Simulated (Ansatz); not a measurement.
## Ta8H4C: geometry relaxation (part 1 of 3)

System: Ta8H4C (slab, 13 atoms in the cell).
Method: DFT PBEsol, scalar-relativistic, plane waves, PAW, no spin polarisation (Ansatz 0.2.0).

The structure derives from an entry of the Crystallography Open Database. The input holds or restrains some coordinates. Forces given for the steps count only the free coordinates. It belongs to a series of runs on one base structure; here: CH4 put at a top Ta site.

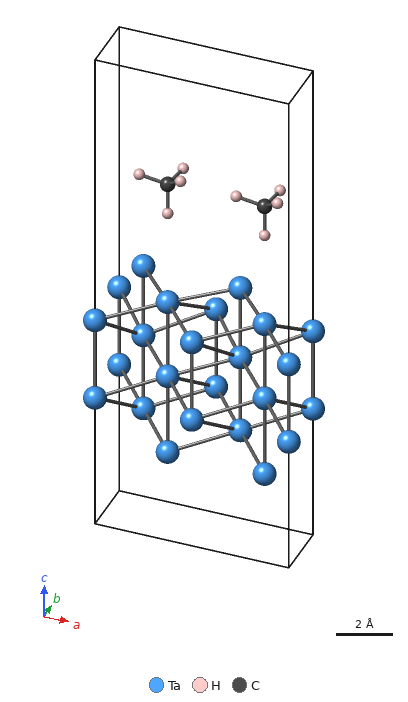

The input geometry (ball-and-stick view of the 2 × 1 repeat of the cell, with the vacuum cut short, seen slightly off an axis). An atom can appear more than once, as a periodic image.

The input:
```yaml
crystal:
  lattice:
    - [4.6393552034, 0.0, 0.0]
    - [-2.3196776017, 4.0177994633, 0.0]
    - [0.0, 0.0, 27.0787309072]
  atoms:
    - { symbol: Ta, position: [0.6666666667, 0.3333333333, 0.3138994966] }
    - { symbol: Ta, position: [0.3333333333, 0.6666666667, 0.3488717565] }
    - { symbol: Ta, position: [0.0, 0.0, 0.3838440164] }
    - { symbol: Ta, position: [0.6666666667, 0.3333333333, 0.4188162763] }
    - { symbol: Ta, position: [0.3333333333, 0.6666666667, 0.4499899246] }
    - { symbol: Ta, position: [0.0, 0.0, 0.4911299823] }
    - { symbol: Ta, position: [0.6666666667, 0.3333333333, 0.5214100079] }
    - { symbol: Ta, position: [0.3333333333, 0.6666666667, 0.5460356827] }
    - { symbol: H, position: [0.6666666667, 0.3333333333, 0.6442677604] }
    - { symbol: C, position: [0.6666666667, 0.3333333333, 0.6845207547] }
    - { symbol: H, position: [0.8237760853, 0.2367365957, 0.6978042428] }
    - { symbol: H, position: [0.7632634043, 0.5870394895, 0.6978042428] }
    - { symbol: H, position: [0.4129605105, 0.1762239147, 0.6978042428] }
basis:
  ecutwfc: 420
kpoints:
  mp_grid: { grid: [6, 6, 1] }
hamiltonian:
  xc: pbesol
scf:
  occupations: { method: gaussian, width: 0.1 }
output:
  forces: true
  eigenvalues: true
  write_density: true
  write_potential: true
  elf: true
  volumetric_format: npy
relax:
  adjacent_minimum: "off"
  f_tol: 0.03
  max_steps: 70
  constraints: [{ sites: [0, 1, 2, 3] }]
efield:
  axis: 3
  dipole_correction: true
  ramp_width: 0.04
```

Hardware: 4 threads of Intel Xeon @ 2.50GHz (Skylake/Cascade Lake), 189 GiB of memory available, shared host.

Launch command:
```bash
ansatz run input.yaml --threads 4 --pin off --max-ram 10240MiB --backend cpu --events-out ev --progress --plain --runs-dir out
```

Output:
```
Engine: ansatz 0.2.0, x86_64-unknown-linux-gnu
Pseudopotentials: kind: paw
Pseudopotential: Ta, paw, valence charge 13, recommended cutoff 420 eV (normal), Ta.paw.azcp
Pseudopotential: H, paw, valence charge 1, recommended cutoff 420 eV (normal), H.paw.azcp
Pseudopotential: C, paw, valence charge 4, recommended cutoff 420 eV (normal), C.paw.azcp
Functional definition: PBEsol
  exchange = pbesol_x
  correlation = pbesol_c
Crystal: 13 atoms, lattice volume = 504.748 Å³
Basis set: ecut = 420 eV, 9925 PW (Γ), exchange–correlation on 64×64×384 points (8 copies of the dense FFT grid, shifted against one another)
Bands: 69, of which v1, the nominal top of the filled ones, is band 56 counted from 1 (55 counted from 0)
Symmetry: 3 space group operations
Space group: P3 (ITA 143), of the structure as read, at distance tolerance 8.0e-5 Å
k-points: 8 of 36 (time reversal used)
Non-local potential: Ta, projectors of the file, l = 0: 3, l = 1: 2, l = 2: 2, l = 3: 1
Non-local potential: H, projectors of the file, l = 0: 2, l = 1: 1
Non-local potential: C, projectors of the file, l = 0: 2, l = 1: 2, l = 2: 1
PAW form: soft (Blöchl's): semilocal exchange-correlation on the pseudo side does not see the compensation charge
PAW frozen core: Ta, regenerated for the run's functional, and the local potential with it (the file was generated under x = pbe(κ = 0.804, μ = 0.2195149727645171), c = pbe(β = 0.06672455060314922))
PAW frozen core: C, regenerated for the run's functional, and the local potential with it (the file was generated under x = pbe(κ = 0.804, μ = 0.2195149727645171), c = pbe(β = 0.06672455060314922))
PAW one-centre angular grid: Ta, 590 points (default); XC on 64 Gauss nodes
PAW one-centre angular grid: H, 110 points (default); XC on 64 Gauss nodes
PAW one-centre angular grid: C, 110 points (default); XC on 64 Gauss nodes
Initial density: superposition of atomic densities (neutral atoms: chi_scale 0, normalization atom), corrected by the library's trained network
Initial wavefunctions: pseudopotential atomic-orbital guess
Functional: x = pbesol(κ = 0.804, μ = 0.12345679012345678), c = pbesol(β = 0.046)
SCF iter   1: F=—  HF=-78755.062136 eV  |F-HF|=—  |Δ(HF+E_count)|=         —  Δρ=5.47e-3  dr2=9.22e-1  ethr=1.77e-3  p=-0.017 e·Å  D=-6.06e-3 V/Å  ΔV_dip=0.16 eV  dr2_dipole=1.36e-1  V_vac-E_F(+/−)=4.23/4.07 eV  ⟨swp⟩=8.6  Hψ=2530  notcnv=0
efield: sawtooth ramp at fractional position 0.9859 (placed from the atoms, in the widest stretch of the axis that holds none; the zero of the levels goes with the place), width 0.0400; the density the first Hamiltonian is built on has a dipole p = -0.017 e·Å; the dipole correction subtracts the counter field D = -6.06e-3 V/Å, which shifts the + side's vacuum level by +0.16 eV against the − side's; the planar-averaged density in the ramp window peaks in size at 2.7e-5 e/Å³
preconditioner: auto → LDOS  [metal: Δε(μ)=0.051 eV  Ē_g=4.649 eV  σ=0.100 eV  W_gap=0.28  n_scr=96 (ndim 8)  ℏωp=11.5 eV  f_vac=0.559  D(μ)=7.23/eV (n_scr^D=30)  β→1.0]
SCF iter   2: F=—  HF=-78755.029273 eV  |F-HF|=—  |Δ(HF+E_count)|=   3.29e-2  Δρ=3.63e-3  dr2=5.66e-1  ethr=8.24e-4  p=-0.011 e·Å  D=-3.91e-3 V/Å  ΔV_dip=0.11 eV  dr2_dipole=1.45e-1  V_vac-E_F(+/−)=3.63/3.53 eV  ⟨swp⟩=3.1  Hψ=940  notcnv=0  defer=26
SCF iter   3: F=—  HF=-78755.009125 eV  |F-HF|=—  |Δ(HF+E_count)|=   2.01e-2  Δρ=8.05e-4  dr2=1.71e-2  ethr=5.06e-4  p=-0.020 e·Å  D=-7.22e-3 V/Å  ΔV_dip=0.20 eV  dr2_dipole=1.11e-4  V_vac-E_F(+/−)=3.82/3.62 eV  ⟨swp⟩=2.0  Hψ=697  notcnv=0  defer=26
SCF iter   4: F=—  HF=-78755.008654 eV  |F-HF|=—  |Δ(HF+E_count)|=   4.71e-4  Δρ=4.60e-4  dr2=1.97e-3  ethr=1.53e-5  p=-0.024 e·Å  D=-8.78e-3 V/Å  ΔV_dip=0.24 eV  dr2_dipole=1.85e-5  V_vac-E_F(+/−)=3.75/3.51 eV  ⟨swp⟩=2.0  Hψ=741  notcnv=0  defer=19
SCF iter   5: F=—  HF=-78755.008340 eV  |F-HF|=—  |Δ(HF+E_count)|=   3.14e-4  Δρ=1.09e-4  dr2=1.53e-4  ethr=1.76e-6  p=-0.028 e·Å  D=-1.02e-2 V/Å  ΔV_dip=0.28 eV  dr2_dipole=6.99e-6  V_vac-E_F(+/−)=3.76/3.49 eV  ⟨swp⟩=2.1  Hψ=720  notcnv=0  defer=19
SCF iter   6: F=—  HF=-78755.008360 eV  |F-HF|=—  |Δ(HF+E_count)|=   2.02e-5  Δρ=6.74e-5  dr2=5.16e-5  ethr=1.37e-7  p=-0.030 e·Å  D=-1.06e-2 V/Å  ΔV_dip=0.29 eV  dr2_dipole=9.72e-7  V_vac-E_F(+/−)=3.76/3.47 eV  ⟨swp⟩=2.6  Hψ=731  notcnv=0  defer=19
SCF iter   7: F=-78755.008363 eV  HF=-78755.008363 eV  |F-HF|=1.57e-7  |Δ(HF+E_count)|=   2.78e-6  Δρ=1.43e-5  dr2=2.33e-6  ethr=2.01e-8  p=-0.031 e·Å  D=-1.13e-2 V/Å  ΔV_dip=0.31 eV  dr2_dipole=4.72e-7  V_vac-E_F(+/−)=3.76/3.45 eV  ⟨swp⟩=25.1  Hψ=6210  notcnv=0
SCF 1 converged in 7 iterations: F = -78755.008363 eV  dr2 = 2.33e-6
  greatest PAW one-centre occupation: 1.000 electrons in one spin orbital (limit 2), on the Ta atom at site 6 (counted from 0), in its partial waves of l = 0
relax step   1: F+E_penalty+E_count = -78755.00836276 eV  Δ(F+E_penalty+E_count) = +0.000e0 eV  max|allowed force component| = 4.069e-1 eV/Å  Δτ_max = 0.0000 Å  (7 SCF iters, dr2 threshold 2.25e-5 eV, accepted)
Initial density: handed on by an earlier stage of this run
Initial wavefunctions: those handed on with the density
iter 1 solved again at ethr=3.24e-5 eV; its pass at ethr=3.10e-3 eV (dr2=3.63e-2 eV) is discarded
SCF iter   1: F=—  HF=-78755.020196 eV  |F-HF|=—  |Δ(HF+E_count)|=         —  Δρ=3.06e-3  dr2=3.66e-2  ethr=3.24e-5  p=-0.031 e·Å  D=-1.13e-2 V/Å  ΔV_dip=0.31 eV  dr2_dipole=3.40e-3  V_vac-E_F(+/−)=3.76/3.46 eV  ⟨swp⟩=1.6  Hψ=1607  notcnv=0  defer=16
efield: sawtooth ramp at fractional position 0.9859 (handed on by an earlier solve), width 0.0400; the density the first Hamiltonian is built on has a dipole p = -0.031 e·Å; the dipole correction subtracts the counter field D = -1.13e-2 V/Å, which shifts the + side's vacuum level by +0.31 eV against the − side's; the planar-averaged density in the ramp window peaks in size at 5.0e-6 e/Å³
preconditioner: auto → LDOS  [metal: Δε(μ)=0.062 eV  Ē_g=4.631 eV  σ=0.100 eV  W_gap=0.32  n_scr=96 (ndim 8)  ℏωp=11.5 eV  f_vac=0.559  D(μ)=9.13/eV (n_scr^D=56)  β→1.0]
SCF iter   2: F=—  HF=-78755.019787 eV  |F-HF|=—  |Δ(HF+E_count)|=   4.09e-4  Δρ=1.41e-3  dr2=1.64e-2  ethr=3.24e-5  p=-0.057 e·Å  D=-2.04e-2 V/Å  ΔV_dip=0.55 eV  dr2_dipole=1.10e-3  V_vac-E_F(+/−)=4.01/3.46 eV  ⟨swp⟩=3.0  Hψ=675  notcnv=0  defer=16
SCF iter   3: F=—  HF=-78755.014163 eV  |F-HF|=—  |Δ(HF+E_count)|=   5.62e-3  Δρ=4.33e-4  dr2=1.07e-3  ethr=1.46e-5  p=-0.029 e·Å  D=-1.05e-2 V/Å  ΔV_dip=0.28 eV  dr2_dipole=4.64e-5  V_vac-E_F(+/−)=3.74/3.45 eV  ⟨swp⟩=3.0  Hψ=641  notcnv=0  defer=16
SCF iter   4: F=—  HF=-78755.014378 eV  |F-HF|=—  |Δ(HF+E_count)|=   2.15e-4  Δρ=7.59e-5  dr2=3.66e-5  ethr=9.57e-7  p=-0.032 e·Å  D=-1.13e-2 V/Å  ΔV_dip=0.31 eV  dr2_dipole=4.39e-6  V_vac-E_F(+/−)=3.76/3.45 eV  ⟨swp⟩=2.4  Hψ=688  notcnv=0  defer=16
SCF iter   5: F=-78755.014368 eV  HF=-78755.014367 eV  |F-HF|=7.58e-7  |Δ(HF+E_count)|=   1.12e-5  Δρ=1.45e-5  dr2=9.86e-7  ethr=9.24e-9  p=-0.032 e·Å  D=-1.16e-2 V/Å  ΔV_dip=0.31 eV  dr2_dipole=6.21e-8  V_vac-E_F(+/−)=3.77/3.45 eV  ⟨swp⟩=22.0  Hψ=5785  notcnv=0
SCF 2 converged in 5 iterations: F = -78755.014368 eV  dr2 = 9.86e-7
relax step   2: F+E_penalty+E_count = -78755.01436774 eV  Δ(F+E_penalty+E_count) = -6.005e-3 eV  max|allowed force component| = 1.202e-1 eV/Å  Δτ_max = 0.0502 Å  (5 SCF iters, dr2 threshold 1.03e-5 eV, accepted)
[... from here on the SCF iterations and repeated set-up lines of each step are left out, up to the last step ...]
SCF 3 converged in 8 iterations: F = -78755.014999 eV  dr2 = 1.80e-9
relax step   3: F+E_penalty+E_count = -78755.01499908 eV  Δ(F+E_penalty+E_count) = -6.313e-4 eV  max|allowed force component| = 1.338e-1 eV/Å  Δτ_max = 0.0774 Å  (8 SCF iters, dr2 threshold 9.03e-7 eV, accepted)
SCF 4 converged in 6 iterations: F = -78755.016920 eV  dr2 = 7.75e-8
relax step   4: F+E_penalty+E_count = -78755.01691967 eV  Δ(F+E_penalty+E_count) = -1.921e-3 eV  max|allowed force component| = 8.703e-2 eV/Å  Δτ_max = 0.0706 Å  (6 SCF iters, dr2 threshold 1.56e-6 eV, accepted)
SCF 5 converged in 5 iterations: F = -78755.017394 eV  dr2 = 3.22e-7
relax step   5: F+E_penalty+E_count = -78755.01739424 eV  Δ(F+E_penalty+E_count) = -4.746e-4 eV  max|allowed force component| = 4.506e-2 eV/Å  Δτ_max = 0.0201 Å  (5 SCF iters, dr2 threshold 3.20e-6 eV, accepted)
SCF 6 converged in 7 iterations: F = -78755.016706 eV  dr2 = 2.35e-8
relax step   6: F+E_penalty+E_count = -78755.01670556 eV  Δ(F+E_penalty+E_count) = +6.887e-4 eV  max|allowed force component| = 2.070e-1 eV/Å  Δτ_max = 0.1372 Å  (7 SCF iters, rejected (line search))
SCF 7 converged in 9 iterations: F = -78755.017795 eV  dr2 = 1.98e-10
relax step   7: F+E_penalty+E_count = -78755.01779504 eV  Δ(F+E_penalty+E_count) = -4.008e-4 eV  max|allowed force component| = 2.543e-2 eV/Å  Δτ_max = 0.0271 Å  (9 SCF iters, accepted)
SCF 8 converged in 9 iterations: F = -78755.018014 eV  dr2 = 1.48e-10
relax step   8: F+E_penalty+E_count = -78755.01801403 eV  Δ(F+E_penalty+E_count) = -2.190e-4 eV  max|allowed force component| = 1.339e-1 eV/Å  Δτ_max = 0.0978 Å  (9 SCF iters, accepted)
SCF 9 converged in 5 iterations: F = -78755.018928 eV  dr2 = 1.10e-7
relax step   9: F+E_penalty+E_count = -78755.01892826 eV  Δ(F+E_penalty+E_count) = -9.142e-4 eV  max|allowed force component| = 1.401e-2 eV/Å  Δτ_max = 0.0146 Å  (5 SCF iters, dr2 threshold 5.71e-6 eV, accepted)
SCF 10 converged in 2 iterations: F = -78755.018928 eV  dr2 = 2.08e-8
relax step  10: F+E_penalty+E_count = -78755.01892829 eV  Δ(F+E_penalty+E_count) = -2.836e-8 eV  max|allowed force component| = 1.400e-2 eV/Å  Δτ_max = 0.0000 Å  (2 SCF iters, accepted)
SCF 11 converged in 6 iterations: F = -78755.019187 eV  dr2 = 1.04e-8
relax step  11: F+E_penalty+E_count = -78755.01918665 eV  Δ(F+E_penalty+E_count) = -2.584e-4 eV  max|allowed force component| = 1.852e-2 eV/Å  Δτ_max = 0.0396 Å  (6 SCF iters, accepted)
SCF 12 converged in 6 iterations: F = -78755.019294 eV  dr2 = 1.87e-8
relax step  12: F+E_penalty+E_count = -78755.01929430 eV  Δ(F+E_penalty+E_count) = -1.077e-4 eV  max|allowed force component| = 3.498e-2 eV/Å  Δτ_max = 0.0457 Å  (6 SCF iters, accepted)
SCF 13 converged in 4 iterations: F = -78755.019362 eV  dr2 = 3.90e-7
relax step  13: F+E_penalty+E_count = -78755.01936201 eV  Δ(F+E_penalty+E_count) = -6.771e-5 eV  max|allowed force component| = 8.496e-3 eV/Å  Δτ_max = 0.0048 Å  (4 SCF iters, dr2 threshold 1.22e-6 eV, accepted)
iter 1 solved again at ethr=3.51e-10 eV; its pass at ethr=3.10e-3 eV (dr2=3.93e-7 eV) is discarded
SCF iter   1: F=—  HF=-78755.019365 eV  |F-HF|=—  |Δ(HF+E_count)|=         —  Δρ=8.01e-6  dr2=3.90e-7  ethr=3.51e-10  p=-0.036 e·Å  D=-1.29e-2 V/Å  ΔV_dip=0.35 eV  dr2_dipole=7.27e-10  V_vac-E_F(+/−)=3.80/3.45 eV  ⟨swp⟩=1.0  Hψ=1344  notcnv=0
efield: sawtooth ramp at fractional position 0.9859 (handed on by an earlier solve), width 0.0400; the density the first Hamiltonian is built on has a dipole p = -0.036 e·Å; the dipole correction subtracts the counter field D = -1.29e-2 V/Å, which shifts the + side's vacuum level by +0.35 eV against the − side's; the planar-averaged density in the ramp window peaks in size at 1.3e-6 e/Å³
preconditioner: auto → LDOS  [metal: Δε(μ)=0.063 eV  Ē_g=4.631 eV  σ=0.100 eV  W_gap=0.33  n_scr=96 (ndim 8)  ℏωp=11.5 eV  f_vac=0.559  D(μ)=9.08/eV (n_scr^D=56)  β→1.0]
SCF iter   2: F=—  HF=-78755.019362 eV  |F-HF|=—  |Δ(HF+E_count)|=   2.92e-6  Δρ=7.65e-6  dr2=4.34e-7  ethr=3.49e-10  p=-0.036 e·Å  D=-1.28e-2 V/Å  ΔV_dip=0.35 eV  dr2_dipole=6.21e-12  V_vac-E_F(+/−)=3.80/3.45 eV  ⟨swp⟩=3.0  Hψ=734  notcnv=0
SCF iter   3: F=-78755.019362 eV  HF=-78755.019362 eV  |F-HF|=3.09e-9  |Δ(HF+E_count)|=   1.24e-7  Δρ=1.07e-6  dr2=7.54e-9  ethr=8.93e-11  p=-0.036 e·Å  D=-1.28e-2 V/Å  ΔV_dip=0.35 eV  dr2_dipole=8.79e-12  V_vac-E_F(+/−)=3.80/3.45 eV  ⟨swp⟩=10.4  Hψ=3898  notcnv=0
SCF 14 converged in 3 iterations: F = -78755.019362 eV  dr2 = 7.54e-9
relax step  14: F+E_penalty+E_count = -78755.01936220 eV  Δ(F+E_penalty+E_count) = -1.810e-7 eV  max|allowed force component| = 9.010e-3 eV/Å  Δτ_max = 0.0000 Å  (3 SCF iters, accepted)
```

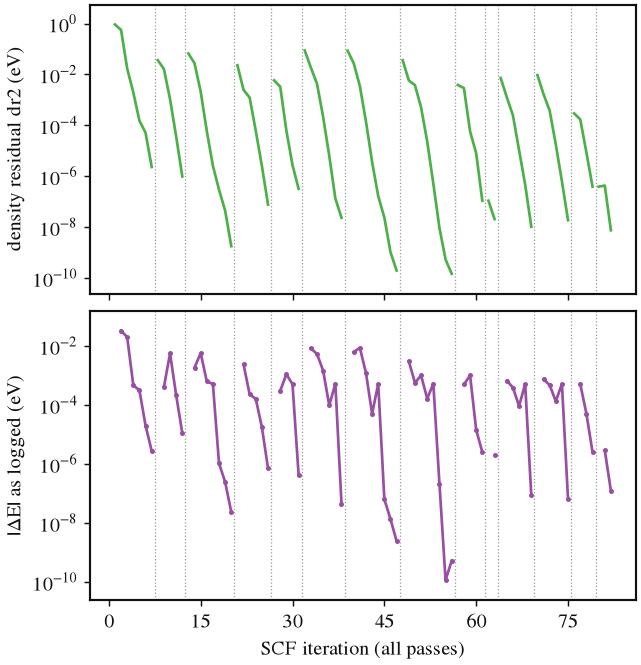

Convergence of the self-consistent field: density residual dr2 and size of the energy change against the SCF iteration. The dotted lines part the SCF passes of the relaxation: geometry steps, rejected trials and re-solves on a re-selected basis. The 14 passes take 2 to 9 iterations each, 82 in all.
